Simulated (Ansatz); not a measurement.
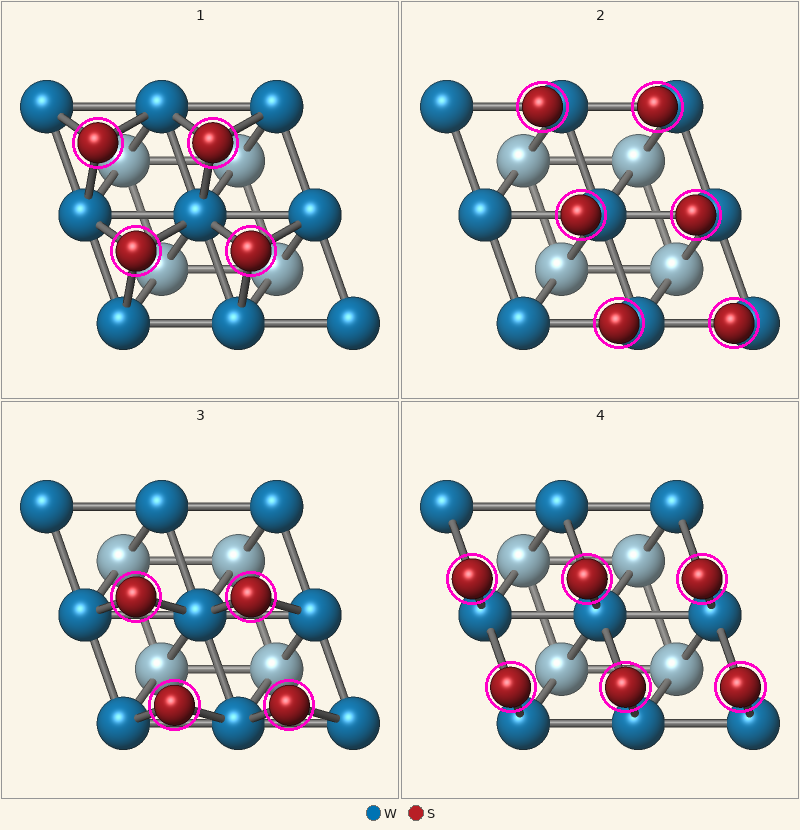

S on a W(110) slab cut from the Im-3m phase, its upper half relaxed before the scan (3 atoms of substrate and one adsorbate in a 1 × 1 cell). S is moved over the surface cell; relaxed at each place: the height of the adsorbate's atoms; substrate rigid; the origin of the map has the adsorbate above W3. Places are given modulo a cell vector. The map is drawn in real space over the plane of the surface. The scan uses a 6 × 6 grid; 13 points were computed and 23 follow by symmetry. Energies are in eV, from the lowest grid point. With one adsorbate in each 1 × 1 cell, its nearest image is 2.8 Å away, so neighbouring adsorbates interact. Method: DFT PBE, scalar-relativistic, plane waves, PAW (Ansatz). Settings: cutoff 420 eV, k-mesh 10×10×1, gaussian smearing 0.1 eV, no spin polarisation.

The numbered pictures are structures from this grid. Rings mark the moved atoms.

Q: Which is the most stable, and how do the others follow?

A: 1, at (2/6, 4/6) of the cell vectors [nearest 1 W at 2.28 Å]: 0.00 eV; 3, at (3/6, 1/6) of the cell vectors [nearest 1 W at 2.26 Å]: 0.46 eV; 4, at (0/6, 2/6) of the cell vectors [nearest 1 W at 2.34 Å]: 0.82 eV; 2, at (5/6, 0/6) of the cell vectors [nearest 1 W at 2.37 Å]: 0.99 eV.

The map, with the structures marked:

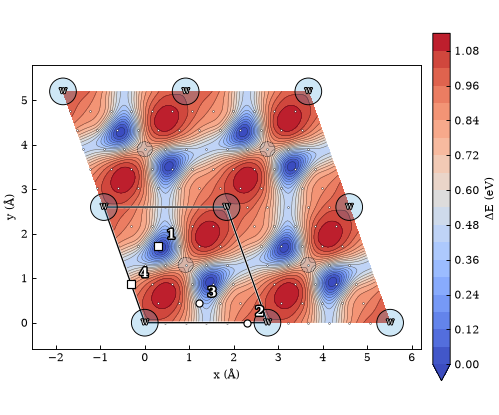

The picture shows filled contours, dots at the grid points, labelled circles for the atoms of the top layer and small ones for the second layer, the outline of one cell of the 2 × 2 shown. Between grid points the surface is interpolated.

PAW datasets: the set soft_1.
